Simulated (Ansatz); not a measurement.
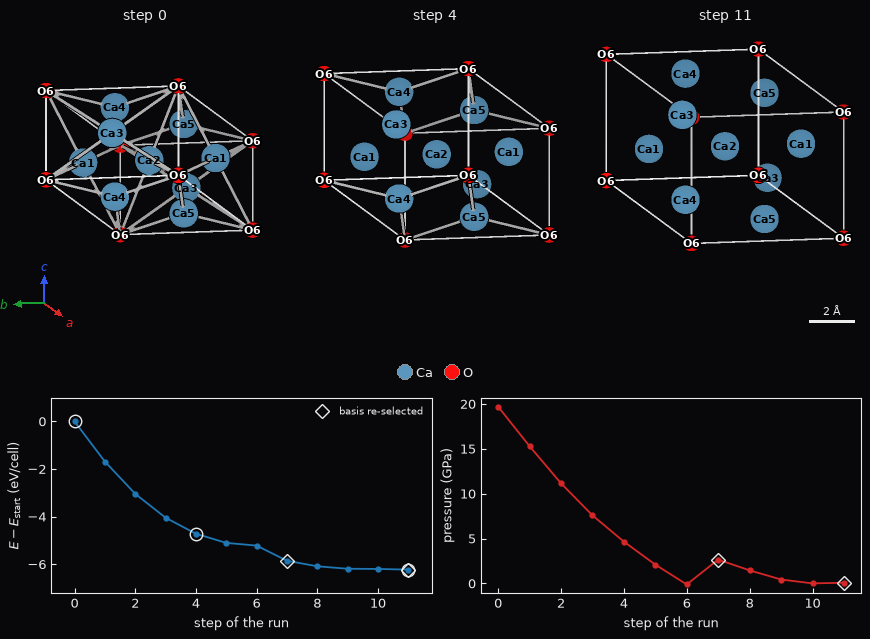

Frames of a relaxation of solid Ca₅O (a generated structure, set up in P6/mmm) (coarse preliminary run), marked on the history of the run. Style: ball-and-stick. Shown: the cell of the calculation, from a free direction.

The calculation used DFT PBE, scalar-relativistic, plane waves, PAW (Ansatz).

The input:
```yaml
crystal:
  lattice:
    - [5.91650306, 0.0, 0.0]
    - [-2.95825153, 5.12384195, 0.0]
    - [0.0, 0.0, 4.59127751]
  atoms:
    - { symbol: Ca, position: [0.5, 0.0, 0.5] }
    - { symbol: Ca, position: [0.5, 0.5, 0.5] }
    - { symbol: Ca, position: [0.0, 0.5, 0.5] }
    - { symbol: Ca, position: [0.33333333, 0.66666667, 0.0] }
    - { symbol: Ca, position: [0.66666667, 0.33333333, 0.0] }
    - { symbol: O, position: [0.0, 0.0, 0.0] }
basis:
  ecutwfc: 420
kpoints:
  mp_grid: { grid: [3, 3, 4] }
hamiltonian:
  xc: pbe
scf:
  occupations: { method: gaussian, width: 0.1 }
  lower_state_search: "off"
output:
  forces: true
  stress: true
  eigenvalues: true
relax:
  adjacent_minimum: "off"
  f_tol: 0.04
  max_steps: 70
  cell: { stress_tol: 0.4 }
```

Run as
```bash
ansatz run input.yaml --threads 1 --pin off --max-ram 2048MiB --backend cpu --events-out ev --progress --plain --runs-dir out
```

What happens along the run?

No atom moves by more than 0.005 Å relative to the cell. The volume changes by +86.2 %, with a = b 5.917 → 6.794 Å (+14.8 %), c 4.591 → 6.484 Å (+41.2 %). Among the contacts that change: Ca1–O6 3.744 → 4.696 Å, Ca1–Ca4 2.861 → 3.789 Å, Ca4–Ca5 3.416 → 3.923 Å, Ca4–O6 3.416 → 3.923 Å. The space group stays P6/mmm (No. 191). After 9 accepted moves (11 points after the start) the energy has fallen by 6.225 eV per cell of the calculation. All forces vanish by symmetry, so only the cell relaxes. Pressure: 19.70 GPa at the start and 0.08 GPa at the end. The SCF was repeated twice at an unchanged geometry on a basis and grid sized afresh for the cell, which shifted the energy by 0.636 eV per cell of the calculation at most. From step 0 to 4: volume +41.9 %, energy −4.716 eV per cell of the calculation. From step 4 to 11: volume +31.3 %, energy −1.508 eV per cell of the calculation.

| step | E − E(0), meV/atom | pressure, GPa | volume, Å³/atom | note |
| --- | --- | --- | --- | --- |
| 0 | 0.00 | 19.70 | 23.198 |  |
| 1 | -280.51 | 15.30 | 25.453 |  |
| 2 | -506.66 | 11.17 | 27.877 |  |
| 3 | -673.92 | 7.60 | 30.382 |  |
| 4 | -786.03 | 4.67 | 32.910 |  |
| 5 | -850.41 | 2.10 | 35.416 |  |
| 6 | -869.10 | -0.10 | 37.531 |  |
| 7 | -975.18 | 2.66 | 37.531 | same geometry, new basis |
| 8 | -1014.05 | 1.46 | 39.789 |  |
| 9 | -1031.39 | 0.45 | 42.115 |  |
| 10 | -1032.68 | 0.01 | 43.204 |  |
| 11 | -1037.44 | 0.08 | 43.204 | same geometry, new basis |
